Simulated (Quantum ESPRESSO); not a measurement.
**Energy of Al along an even scaling of the cell**

System: Al (Fm-3m, 1 atom in the cell).
Method: Kohn-Sham DFT of a periodic cell, LDA, GBRV 1.5 LDA, no spin polarisation (Quantum ESPRESSO 7.5).

The 7 runs differ only in the geometry, by an even scaling of the cell at fixed fractional positions. The structure derives from an entry of the Crystallography Open Database.

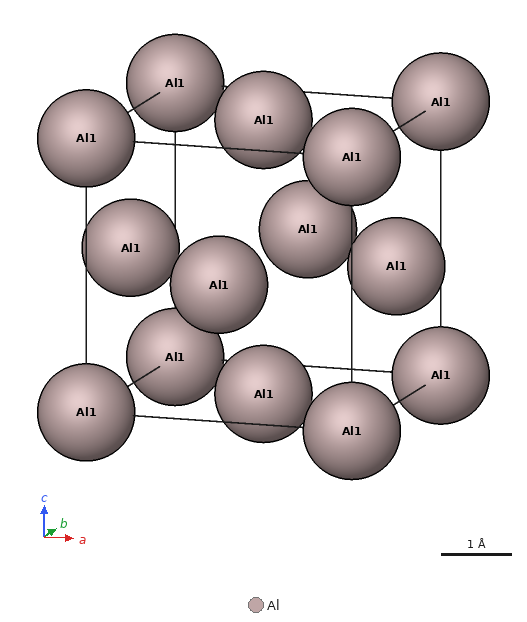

Figure 1. The structure of run 4 (spheres-only view of the cell 4 times as large as that of the calculation, set on its symmetry axes, seen slightly off an axis; atoms are numbered from 1 in the order of the input). An atom can appear more than once, as a periodic image.

**Input of run 4**
```
&CONTROL
  calculation = 'scf'
  prefix = 'pwscf'
  outdir = './tmp'
  pseudo_dir = './pseudo'
  tprnfor = .true.
  tstress = .true.
  disk_io = 'nowf'
/
&SYSTEM
  ibrav = 0
  nat = 1
  ntyp = 1
  ecutwfc = 45
  ecutrho = 360
  nbnd = 6
  occupations = 'smearing'
  smearing = 'fd'
  degauss = 0.00367493
/
&ELECTRONS
  conv_thr = 2d-10
  electron_maxstep = 120
  mixing_beta = 0.5
/
ATOMIC_SPECIES
Al    26.9815 al_lda_v1.uspp.F.UPF
CELL_PARAMETERS angstrom
   0.0000000000    2.0248050000    2.0248050000
   2.0248050000    0.0000000000    2.0248050000
   2.0248050000    2.0248050000    0.0000000000
ATOMIC_POSITIONS crystal
Al     0.0000000000    0.0000000000    0.0000000000
K_POINTS automatic
11 11 11 0 0 0
```

Command:
```bash
OMP_NUM_THREADS=1 mpirun -n 2 pw.x -nk 2 -in pw.in > pw.out
```

Lattice vectors (Å) and fractional positions of run 4:
```
   0.000000    2.024805    2.024805
   2.024805    0.000000    2.024805
   2.024805    2.024805    0.000000
Al  0.000000  0.000000  0.000000
```

Run 3 differs from it as follows:
```diff
-   0.0000000000    2.0248050000    2.0248050000
-   2.0248050000    0.0000000000    2.0248050000
-   2.0248050000    2.0248050000    0.0000000000
+   0.0000000000    2.0112152952    2.0112152952
+   2.0112152952    0.0000000000    2.0112152952
+   2.0112152952    2.0112152952    0.0000000000
```

**Results, with one run withheld**

```tsv
run	volume per atom (Å³)	free energy per atom, from the lowest run given (meV)	pressure (GPa)
1	15.607	0.64	1.24
2	15.939	0.00	−0.58
3	16.271	?	?
4	16.603	9.02	−3.66
5	16.935	17.90	−4.94
6	17.267	29.34	−6.08
7	17.599	42.98	−7.08
```

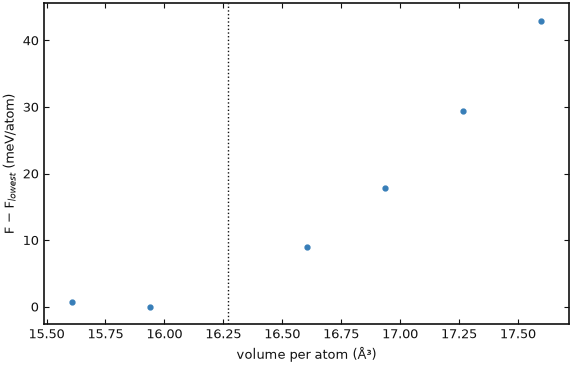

Figure 2. Free energy per atom of the runs given; the dotted line marks run 3.

Estimate the energy of run 3 from the others.

A cubic polynomial in V^(−2/3) (the Birch–Murnaghan form), fitted to the 6 runs given, misses them by at most 0.02 meV per atom. With x = V^(−2/3) − 0.15347 Å⁻², it reads F = 9.6981 − 3820.2 x + 3.6523e+05 x² + 6.4578e+05 x³ (meV per atom). At run 3 it gives 2.92 meV per atom, and the run itself gives 2.92. The slope of the fit gives a pressure −dF/dV of −2.20 GPa there, and the run prints −2.21 GPa. The fit has its minimum at 15.828 Å³ per atom, where V d²F/dV² gives 85 GPa: the bulk modulus at this level, since symmetry fixes the shape and the positions.

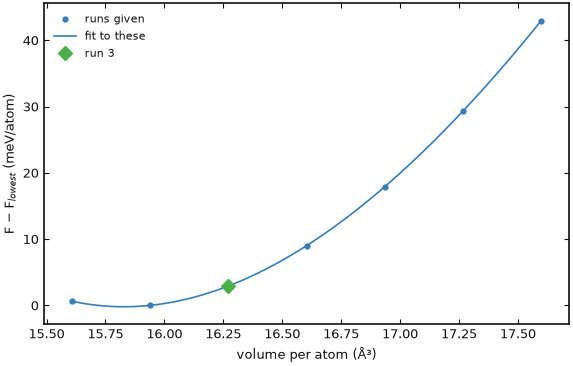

Figure 3. The fit and the withheld run.

**Some lines of the output (run 3)**
```
[...]
     unit-cell volume          =     109.8000 (a.u.)^3
     number of k points=    56  Fermi-Dirac smearing, width (Ry)=  0.0037
     total energy              =      -6.64509789 Ry
     total energy              =      -6.64468246 Ry
     total energy              =      -6.64473801 Ry
     total energy              =      -6.64473922 Ry
     total energy              =      -6.64473923 Ry
     the Fermi energy is     7.8477 ev
!    total energy              =      -6.64473923 Ry
     The total energy is F=E-TS. E is the sum of the following terms:
     Computing stress (Cartesian axis) and pressure
          total   stress  (Ry/bohr**3)                   (kbar)     P=      -22.10
```
